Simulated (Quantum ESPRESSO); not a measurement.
# SnO$_{2}$: band-structure run (part 2 of 2)

Continued. System: SnO$_{2}$ (P4₂/mnm, 6 atoms in the cell). Method: Kohn-Sham DFT of a periodic cell, PBEsol, GBRV 1.5 PBEsol, no spin polarisation (Quantum ESPRESSO 7.5); cutoff 925.19 eV, 6×6×8 k-mesh, fermi-dirac of 0.05 eV. The structure derives from an entry of the Crystallography Open Database.

Geometry of the input (Å; fractional positions):
```
4.7380  0.0000  0.0000
0.0000  4.7380  0.0000
0.0000  0.0000  3.1865
Sn 0.5000  0.5000  0.5000
Sn 0.0000  0.0000  0.0000
O  0.8071  0.1929  0.5000
O  0.6929  0.6929  0.0000
O  0.1929  0.8071  0.5000
O  0.3071  0.3071  0.0000
```

## Log, continued
```
   -11.4950 -11.1005 -10.6058 -10.5839 -10.5826 -10.5824 -10.4309 -10.3850
   -10.3387 -10.3385  -9.1059  -8.1988  -6.9812  -6.0545   1.9579   3.8309
     5.8175   5.8306   6.7627   6.8917   7.2074   7.7791   8.2128   8.2360
     8.7209   8.9850  12.5778  14.7229  16.0889  16.2574  20.2876  20.6172
    20.9052  21.5311  21.8027  22.2630

          k = 0.0000 0.2978 0.1661 (  4557 PWs)   bands (ev):

   -11.4357 -11.0675 -10.7417 -10.7391 -10.5547 -10.5138 -10.4265 -10.3846
   -10.3553 -10.3517  -8.9981  -8.0184  -6.8125  -6.0468   1.9671   3.8867
     4.9948   5.6697   6.4510   6.9456   7.3003   7.8474   7.9672   8.0573
     8.6772   8.9681  13.0436  15.0906  16.6792  16.8199  19.4099  20.3034
    21.3657  21.6095  21.7914  21.9705

          k = 0.0000 0.2978 0.3321 (  4560 PWs)   bands (ev):

   -11.3723 -11.2299 -10.9010 -10.6754 -10.4944 -10.4865 -10.4176 -10.3929
   -10.3855 -10.3731  -8.7441  -7.7070  -6.4142  -6.0136   1.9703   3.7923
     4.3281   4.5704   6.1641   6.2925   7.2671   7.6560   7.7477   8.4594
     8.4968   8.8491  14.0574  15.7569  17.9016  18.0189  18.3979  19.7533
    21.3930  21.5473  21.7534  21.8207

          k = 0.0000 0.2978 0.4982 (  4585 PWs)   bands (ev):

   -11.4842 -11.4560 -10.8004 -10.6020 -10.4514 -10.4393 -10.3979 -10.3810
   -10.3790 -10.3703  -8.3751  -7.6418  -6.0303  -5.9255   2.0145   2.9643
     4.0569   4.3364   5.4296   5.4522   7.5990   7.6718   7.8997   8.2935
     8.4741   8.6790  15.0591  16.0363  17.8133  18.0862  19.4260  19.9949
    21.1697  21.3566  21.7277  21.9107

          k = 0.0000 0.2978-0.6643 (  4600 PWs)   bands (ev):

   -11.5486 -11.5486 -10.6636 -10.6636 -10.4532 -10.4532 -10.3842 -10.3842
   -10.3270 -10.3270  -7.9365  -7.9365  -5.8681  -5.8681   2.3039   2.3039
     4.1103   4.1103   5.1748   5.1748   7.6795   7.6795   8.1659   8.1659
     8.4774   8.4774  15.7586  15.7586  17.7620  17.7620  20.2760  20.2760
    21.0949  21.0949  21.9698  21.9698

          k = 0.0000-0.4468 0.0000 (  4564 PWs)   bands (ev):

   -11.3089 -11.3089 -10.6015 -10.6015 -10.5804 -10.5804 -10.4071 -10.4071
   -10.3411 -10.3411  -8.6936  -8.6936  -6.4796  -6.4796   2.8045   2.8045
     6.2639   6.2639   6.4274   6.4274   7.4494   7.4494   8.2323   8.2323
     8.7937   8.7937  13.8014  13.8014  16.3835  16.3835  20.2888  20.2888
    21.7264  21.7264  21.9618  21.9618

          k = 0.0000-0.4468 0.1661 (  4554 PWs)   bands (ev):

   -11.2669 -11.2669 -10.7410 -10.7410 -10.5328 -10.5328 -10.4048 -10.4048
   -10.3546 -10.3546  -8.5523  -8.5523  -6.3865  -6.3865   2.8337   2.8337
     5.2403   5.2403   6.9033   6.9033   7.5318   7.5318   8.0377   8.0377
     8.7308   8.7308  14.1745  14.1745  16.9567  16.9567  19.7047  19.7047
    21.7654  21.7654  22.0470  22.0470

          k = 0.0000-0.4468 0.3321 (  4584 PWs)   bands (ev):

   -11.3221 -11.3221 -10.7756 -10.7756 -10.4886 -10.4886 -10.4035 -10.4035
   -10.3781 -10.3781  -8.2865  -8.2865  -6.1535  -6.1535   2.8139   2.8139
     4.2897   4.2897   6.1942   6.1942   7.7801   7.7801   8.1450   8.1450
     8.5931   8.5931  14.9509  14.9509  18.0870  18.0870  18.8569  18.8569
    21.7549  21.7549  21.9287  21.9288

          k = 0.0000-0.4468 0.4982 (  4578 PWs)   bands (ev):

   -11.5045 -11.5045 -10.6475 -10.6475 -10.4494 -10.4494 -10.3887 -10.3887
   -10.3711 -10.3711  -8.0809  -8.0809  -5.9176  -5.9176   2.5721   2.5721
     3.8749   3.8749   5.4159   5.4159   7.7340   7.7340   8.3233   8.3233
     8.6256   8.6256  15.6021  15.6021  17.7014  17.7014  19.7288  19.7288
    21.5762  21.5764  21.6693  21.6693

          k = 0.0000-0.4468-0.6643 (  4580 PWs)   bands (ev):

   -11.5837 -11.5837 -10.6039 -10.6039 -10.4497 -10.4497 -10.3822 -10.3822
   -10.3222 -10.3222  -8.0056  -8.0056  -5.8223  -5.8223   2.4187   2.4187
     3.7765   3.7765   5.1410   5.1410   7.6739   7.6739   8.3257   8.3257
     8.7236   8.7236  15.8555  15.8555  17.3765  17.3765  20.3802  20.3802
    21.4338  21.4338  21.5660  21.5660

          k = 0.1489 0.1489 0.0000 (  4563 PWs)   bands (ev):

   -11.5850 -11.0022 -10.6064 -10.5893 -10.5822 -10.5554 -10.4430 -10.3744
   -10.3387 -10.3311  -9.2717  -7.5977  -7.5830  -5.9017   1.6138   4.7302
     5.3133   5.6117   6.5714   7.0550   7.7105   7.7924   8.1659   8.2376
     8.6321   9.1785  11.8293  15.0530  15.9720  16.0346  19.9992  20.4089
    21.1204  21.4012  21.7794  22.1113

          k = 0.1489 0.1489 0.1661 (  4574 PWs)   bands (ev):

   -11.5150 -10.9543 -10.7430 -10.7375 -10.5710 -10.5061 -10.4376 -10.3746
   -10.3540 -10.3520  -9.1784  -7.4235  -7.3431  -5.9423   1.6046   4.4588
     5.4722   5.7610   5.9841   6.5593   7.4273   7.6331   7.9516   8.2852
     8.6677   9.1615  12.3981  15.4398  16.5358  16.6306  19.0847  20.9152
    21.0582  21.4747  21.7420  21.8664

          k = 0.1489 0.1489 0.3321 (  4576 PWs)   bands (ev):

   -11.3824 -11.0897 -11.0550 -10.6457 -10.5033 -10.4827 -10.4250 -10.3942
   -10.3888 -10.3719  -8.9166  -7.1550  -6.7829  -6.0188   1.5861   3.9637
     4.6532   5.8685   5.8821   6.0784   6.5143   7.2644   7.7158   8.5203
     8.5860   8.9345  13.6004  16.0203  17.7951  17.9464  18.2255  20.7104
    20.8034  21.4319  21.7268  21.9599

          k = 0.1489 0.1489 0.4982 (  4582 PWs)   bands (ev):

   -11.4719 -11.3102 -11.0080 -10.6148 -10.4451 -10.4371 -10.4011 -10.3914
   -10.3765 -10.3720  -8.4571  -7.2601  -6.2567  -5.9517   1.6650   3.0679
     4.2087   5.2111   5.2185   6.2246   6.4803   7.5296   7.7492   8.3954
     8.4078   8.4909  14.7413  16.0826  17.7455  19.0449  19.1918  20.2438
    20.4278  21.3709  21.8563  22.1627

          k = 0.1489 0.1489-0.6643 (  4570 PWs)   bands (ev):

   -11.5471 -11.4046 -10.9002 -10.6554 -10.4542 -10.4513 -10.3882 -10.3847
   -10.3353 -10.3298  -7.9572  -7.6765  -6.0412  -5.8598   1.8674   2.4641
     4.2232   4.8130   4.8663   6.1431   6.8006   7.9591   7.9682   8.0465
     8.1104   8.2661  15.3537  15.8498  17.6242  19.3646  19.7550  20.1972
    20.2972  21.2932  22.1933  22.2053

          k = 0.1489 0.2978 0.0000 (  4554 PWs)   bands (ev):

   -11.4883 -11.1511 -10.6028 -10.5876 -10.5815 -10.5804 -10.4267 -10.3869
   -10.3411 -10.3333  -8.9917  -8.0437  -7.1714  -6.1877   2.1762   3.9805
     5.6370   5.8862   6.7155   6.9434   7.0072   7.7716   8.1688   8.2342
     8.6450   8.9128  12.8585  14.6533  16.2647  16.3861  20.0701  20.6844
    21.0620  21.4766  21.7190  22.6286

          k = 0.1489 0.2978 0.1661 (  4555 PWs)   bands (ev):

   -11.4248 -11.1091 -10.7437 -10.7397 -10.5599 -10.5175 -10.4226 -10.3861
   -10.3559 -10.3522  -8.8766  -7.8735  -7.0064  -6.1572   2.1621   3.8336
     5.2291   5.6421   6.3152   6.8256   7.2003   7.8050   7.9011   8.1485
     8.6503   8.9639  13.2530  14.9864  16.8237  16.9305  19.3161  20.4011
    21.2134  21.5970  21.7239  22.4563

          k = 0.1489 0.2978 0.3321 (  4572 PWs)   bands (ev):

   -11.3594 -11.1955 -10.9620 -10.7100 -10.4975 -10.4782 -10.4154 -10.3942
   -10.3869 -10.3761  -8.6226  -7.6019  -6.5954  -6.0576   2.0563   3.3232
     4.5627   5.1205   5.9438   6.1890   7.0208   7.6758   8.0240   8.3526
     8.5566   8.8706  14.1053  15.5288  18.0233  18.0802  18.3443  19.9437
    21.0462  21.6187  21.7669  22.1490

          k = 0.1489 0.2978 0.4982 (  4584 PWs)   bands (ev):

   -11.5061 -11.3815 -10.8898 -10.6076 -10.4506 -10.4400 -10.3951 -10.3833
   -10.3794 -10.3719  -8.2891  -7.5655  -6.1721  -5.9034   1.8708   2.6802
     4.0984   4.8414   5.1260   5.7533   7.3233   7.8208   8.0717   8.3328
     8.5139   8.6423  14.8689  15.6858  17.6172  18.6323  19.3929  20.0629
    20.7828  21.5215  21.7974  21.9960

          k = 0.1489 0.2978-0.6643 (  4584 PWs)   bands (ev):

   -11.5836 -11.4660 -10.8166 -10.5965 -10.4563 -10.4521 -10.3854 -10.3821
   -10.3282 -10.3254  -8.0060  -7.7291  -5.9940  -5.8201   1.7983   2.3749
     4.0145   4.5442   4.8127   5.7598   7.4366   8.0116   8.1339   8.2798
     8.3153   8.5769  15.1864  15.6489  17.3469  18.6370  20.0192  20.3302
    20.7161  21.4478  21.8278  22.2347

          k = 0.1489-0.4468 0.0000 (  4564 PWs)   bands (ev):

   -11.3342 -11.3342 -10.5951 -10.5951 -10.5832 -10.5832 -10.4059 -10.4059
   -10.3383 -10.3383  -8.5568  -8.5568  -6.6522  -6.6522   3.0210   3.0210
     6.2517   6.2517   6.2846   6.2846   7.4448   7.4448   8.2016   8.2016
     8.7220   8.7220  13.8975  13.8975  16.5028  16.5028  20.2515  20.2515
    21.6359  21.6359  21.9921  21.9921

          k = 0.1489-0.4468 0.1661 (  4562 PWs)   bands (ev):

   -11.2820 -11.2820 -10.7425 -10.7425 -10.5394 -10.5394 -10.4035 -10.4035
   -10.3545 -10.3545  -8.4144  -8.4144  -6.5500  -6.5500   2.9749   2.9749
     5.3127   5.3127   6.7879   6.7879   7.3851   7.3851   8.0722   8.0722
     8.7389   8.7389  14.2161  14.2161  17.0459  17.0459  19.7253  19.7253
    21.6449  21.6449  21.8943  21.8943

          k = 0.1489-0.4468 0.3321 (  4564 PWs)   bands (ev):

   -11.2974 -11.2974 -10.8290 -10.8290 -10.4873 -10.4873 -10.4030 -10.4030
   -10.3813 -10.3813  -8.1549  -8.1549  -6.2838  -6.2838   2.6886   2.6886
     4.6505   4.6505   6.0222   6.0222   7.7742   7.7742   8.0820   8.0820
     8.6573   8.6573  14.8243  14.8243  18.1120  18.1120  18.9940  18.9940
    21.4854  21.4854  21.8316  21.8316

          k = 0.1489-0.4468 0.4982 (  4586 PWs)   bands (ev):

   -11.4719 -11.4719 -10.7188 -10.7188 -10.4470 -10.4470 -10.3878 -10.3878
   -10.3739 -10.3739  -7.9635  -7.9635  -6.0001  -6.0001   2.2140   2.2140
     4.3925   4.3925   5.3168   5.3168   7.8724   7.8724   8.2894   8.2894
     8.5615   8.5615  15.1942  15.1942  17.9854  17.9854  19.7350  19.7350
    21.2477  21.2477  21.8435  21.8435

          k = 0.1489-0.4468-0.6643 (  4576 PWs)   bands (ev):

   -11.5514 -11.5514 -10.6710 -10.6710 -10.4534 -10.4534 -10.3825 -10.3825
   -10.3249 -10.3249  -7.8955  -7.8955  -5.8808  -5.8808   2.0008   2.0008
     4.2442   4.2442   5.1509   5.1509   7.8408   7.8408   8.3836   8.3836
     8.5523   8.5523  15.2732  15.2732  17.8009  17.8009  20.3055  20.3055
    21.1319  21.1319  21.8905  21.8905

          k = 0.2978 0.2978 0.0000 (  4568 PWs)   bands (ev):

   -11.4561 -11.2662 -10.5935 -10.5906 -10.5836 -10.5803 -10.4161 -10.3930
   -10.3381 -10.3305  -8.6660  -7.6624  -7.6077  -6.5667   2.7678   4.0971
     5.3976   6.0745   6.4552   6.5654   7.1485   7.6851   8.1255   8.1912
     8.5647   8.7299  13.4777  14.4797  16.5578  16.6469  20.0043  20.5778
    21.4412  21.4851  21.6595  22.6112

          k = 0.2978 0.2978 0.1661 (  4566 PWs)   bands (ev):

   -11.3862 -11.2074 -10.7460 -10.7426 -10.5611 -10.5328 -10.4127 -10.3913
   -10.3558 -10.3524  -8.5364  -7.5613  -7.4038  -6.4900   2.6712   3.6761
     5.5520   5.5562   6.1837   6.7453   6.9311   7.5331   7.9547   8.3128
     8.5902   8.8578  13.7556  14.7301  17.0760  17.1375  19.4045  20.4766
    20.9131  21.6771  21.7363  22.0543

          k = 0.2978 0.2978 0.3321 (  4573 PWs)   bands (ev):

   -11.3128 -11.1301 -11.0606 -10.8143 -10.4935 -10.4777 -10.4092 -10.3937
   -10.3909 -10.3817  -8.2871  -7.4874  -6.8361  -6.2675   2.2682   2.8560
     4.9292   5.6779   5.7151   6.0599   6.6616   7.9735   7.9809   8.3299
     8.5722   8.8582  14.2828  15.0580  18.1122  18.1532  18.6346  20.1610
    20.4786  21.5205  21.8254  21.8771

          k = 0.2978 0.2978 0.4982 (  4573 PWs)   bands (ev):

   -11.4735 -11.3171 -10.9776 -10.7089 -10.4462 -10.4377 -10.3901 -10.3859
   -10.3813 -10.3756  -8.0349  -7.5044  -6.3024  -6.0029   1.7240   2.1393
     4.8176   4.8327   4.8462   6.5514   6.7435   8.1359   8.2193   8.3201
     8.5163   8.6413  14.6024  15.0165  17.8559  18.6990  19.4729  20.1599
    20.5159  21.2402  21.8171  22.2365

          k = 0.2978 0.2978-0.6643 (  4552 PWs)   bands (ev):

   -11.5527 -11.4118 -10.9093 -10.6704 -10.4549 -10.4524 -10.3848 -10.3816
   -10.3301 -10.3269  -7.8754  -7.5814  -6.0834  -5.8853   1.4844   1.8629
     4.4795   4.4834   4.8554   6.7595   6.8385   8.2490   8.3028   8.3647
     8.3778   8.4925  14.6842  14.9133  17.6693  18.6903  19.9160  20.3806
    20.7687  21.0545  21.8747  22.5427

          k = 0.2978-0.4468 0.0000 (  4564 PWs)   bands (ev):

   -11.3808 -11.3808 -10.5886 -10.5886 -10.5844 -10.5844 -10.4035 -10.4035
   -10.3329 -10.3329  -8.1827  -8.1827  -7.0956  -7.0956   3.5431   3.5431
     5.7973   5.7973   6.3281   6.3281   7.4447   7.4447   8.1383   8.1383
     8.5866   8.5866  14.0912  14.0912  16.7331  16.7331  20.2664  20.2664
    21.6060  21.6060  22.0533  22.0533

          k = 0.2978-0.4468 0.1661 (  4572 PWs)   bands (ev):

   -11.3112 -11.3112 -10.7457 -10.7457 -10.5507 -10.5507 -10.4009 -10.4009
   -10.3538 -10.3538  -8.0435  -8.0435  -6.9721  -6.9721   3.2737   3.2737
     5.4910   5.4910   6.5692   6.5692   7.0293   7.0293   8.2205   8.2205
     8.6697   8.6697  14.3089  14.3089  17.2105  17.2105  19.9116  19.9116
    21.3221  21.3221  21.7898  21.7898

          k = 0.2978-0.4468 0.3321 (  4568 PWs)   bands (ev):

   -11.2259 -11.2259 -10.9547 -10.9547 -10.4853 -10.4853 -10.4002 -10.4002
   -10.3875 -10.3875  -7.8295  -7.8295  -6.6106  -6.6106   2.5320   2.5320
     5.3788   5.3788   5.7818   5.7818   7.2978   7.2978   8.2965   8.2965
     8.6962   8.6962  14.6121  14.6121  18.1283  18.1283  19.3928  19.3928
    20.8739  20.8739  21.9769  21.9769

          k = 0.2978-0.4468 0.4982 (  4572 PWs)   bands (ev):

   -11.3863 -11.3863 -10.8757 -10.8757 -10.4394 -10.4394 -10.3865 -10.3865
   -10.3810 -10.3810  -7.7031  -7.7031  -6.1981  -6.1981   1.7972   1.7972
     4.7351   4.7351   5.7434   5.7434   7.6228   7.6228   8.3504   8.3504
     8.5979   8.5979  14.6122  14.6122  18.2582  18.2582  19.8471  19.8471
    20.7557  20.7557  22.1823  22.1823

          k = 0.2978-0.4468-0.6643 (  4580 PWs)   bands (ev):

   -11.4707 -11.4707 -10.8229 -10.8229 -10.4522 -10.4522 -10.3830 -10.3830
   -10.3300 -10.3300  -7.6620  -7.6620  -6.0193  -6.0193   1.5050   1.5050
     4.3894   4.3894   5.8562   5.8562   7.7631   7.7631   8.3698   8.3698
     8.5189   8.5189  14.5408  14.5408  18.1324  18.1324  20.2615  20.2615
    20.7728  20.7728  22.2691  22.2691

          k =-0.4468-0.4468 0.0000 (  4560 PWs)   bands (ev):

   -11.4025 -11.4025 -10.5912 -10.5912 -10.5799 -10.5799 -10.4022 -10.4022
   -10.3302 -10.3302  -7.6949  -7.6949  -7.6168  -7.6168   3.9052   3.9052
     5.4636   5.4636   6.3509   6.3509   7.4484   7.4484   8.1056   8.1056
     8.5219   8.5219  14.1902  14.1902  16.8387  16.8387  20.3330  20.3330
    21.7209  21.7209  22.0842  22.0842

          k =-0.4468-0.4468 0.1661 (  4564 PWs)   bands (ev):

   -11.3254 -11.3254 -10.7474 -10.7474 -10.5555 -10.5555 -10.3995 -10.3995
   -10.3534 -10.3534  -7.6068  -7.6068  -7.4343  -7.4343   3.4345   3.4345
     5.6039   5.6039   6.5058   6.5058   6.7729   6.7729   8.3914   8.3914
     8.5325   8.5325  14.3599  14.3599  17.2803  17.2803  20.1940  20.1940
    20.9709  20.9709  21.7954  21.7954

          k =-0.4468-0.4468 0.3321 (  4588 PWs)   bands (ev):

   -11.1428 -11.1428 -11.0633 -11.0633 -10.4845 -10.4845 -10.3959 -10.3959
   -10.3928 -10.3928  -7.5800  -7.5800  -6.8626  -6.8626   2.4787   2.4787
     5.5248   5.5248   6.1631   6.1631   6.7448   6.7448   8.5584   8.5584
     8.5620   8.5620  14.5241  14.5241  18.1200  18.1200  19.8669  19.8669
    20.3081  20.3081  22.0944  22.0944

          k =-0.4468-0.4468 0.4982 (  4552 PWs)   bands (ev):

   -11.3204 -11.3204 -10.9745 -10.9745 -10.4343 -10.4343 -10.3861 -10.3861
   -10.3855 -10.3855  -7.5480  -7.5480  -6.3251  -6.3251   1.6459   1.6459
     4.6720   4.6720   6.6090   6.6090   6.9070   6.9070   8.5267   8.5267
     8.5848   8.5848  14.3832  14.3832  18.3020  18.3020  20.0800  20.0800
    20.3812  20.3812  22.3677  22.3677

          k =-0.4468-0.4468-0.6643 (  4608 PWs)   bands (ev):

   -11.4153 -11.4153 -10.9124 -10.9124 -10.4499 -10.4499 -10.3833 -10.3833
   -10.3326 -10.3326  -7.5328  -7.5328  -6.1043  -6.1043   1.3205   1.3205
     4.3209   4.3209   6.8658   6.8658   6.9639   6.9639   8.4511   8.4511
     8.5958   8.5958  14.2611  14.2611  18.1726  18.1726  20.3711  20.3711
    20.5247  20.5247  22.4425  22.4425

     the Fermi energy is    10.0412 ev

!    total energy              =    -446.92496660 Ry
     estimated scf accuracy    <          2.0E-10 Ry
     smearing contrib. (-TS)   =      -0.00000001 Ry
     internal energy E=F+TS    =    -446.92496659 Ry

     The total energy is F=E-TS. E is the sum of the following terms:
     one-electron contribution =    -131.16429061 Ry
     hartree contribution      =     106.26128066 Ry
     xc contribution           =    -114.58802136 Ry
     ewald contribution        =    -307.43393528 Ry

     convergence has been achieved in  10 iterations

     Forces acting on atoms (cartesian axes, Ry/au):

     atom    1 type  1   force =     0.00000000    0.00000000   -0.00000000
     atom    2 type  1   force =     0.00000000    0.00000000    0.00000000
     atom    3 type  2   force =    -0.00587347    0.00587347    0.00000000
     atom    4 type  2   force =     0.00587347    0.00587347    0.00000000
     atom    5 type  2   force =     0.00587347   -0.00587347   -0.00000000
     atom    6 type  2   force =    -0.00587347   -0.00587347   -0.00000000

     Total force =     0.016613     Total SCF correction =     0.000006

     Computing stress (Cartesian axis) and pressure

          total   stress  (Ry/bohr**3)                   (kbar)     P=       50.06
   0.00029427   0.00000000   0.00000000           43.29        0.00        0.00
   0.00000000   0.00029427   0.00000000            0.00       43.29        0.00
   0.00000000   0.00000000   0.00043231            0.00        0.00       63.60

=------------------------------------------------------------------------------=
   JOB DONE.
=------------------------------------------------------------------------------=
```

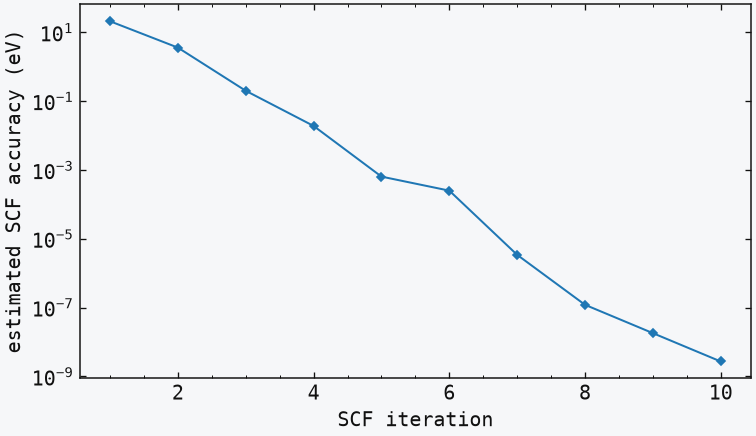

*Convergence of the self-consistent field: estimated SCF accuracy against the iteration.*

The field takes 10 iterations in all.

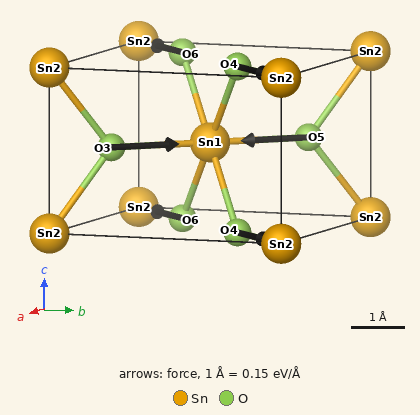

*Forces on the atoms as black arrows (ball-and-stick view of the cell of the calculation, seen slightly off an axis; atoms are numbered from 1 in the order of the input).*

The largest act on all 4 O atoms (0.21 eV/Å). The geometry is not a stationary point of this energy.

## Results in brief

- outcome: converged
- space group (tolerance 0.01 Å): P4₂/mnm (136)
- electrons treated: 52
- free energy: −6080.7239 eV
- Fermi energy: 10.041 eV
- gap on the k-point mesh: 1.19 eV
- gap on the band path: 1.19 eV
- pressure: 5.01 GPa
- largest force (length of the vector): 0.214 eV/Å
- wall time: 96 s (CPU time 3.2 min)
- peak memory: 0.62 GiB

## Remarks

The cell is under a pressure of 5.0 GPa at this level, so it is not at its equilibrium volume.
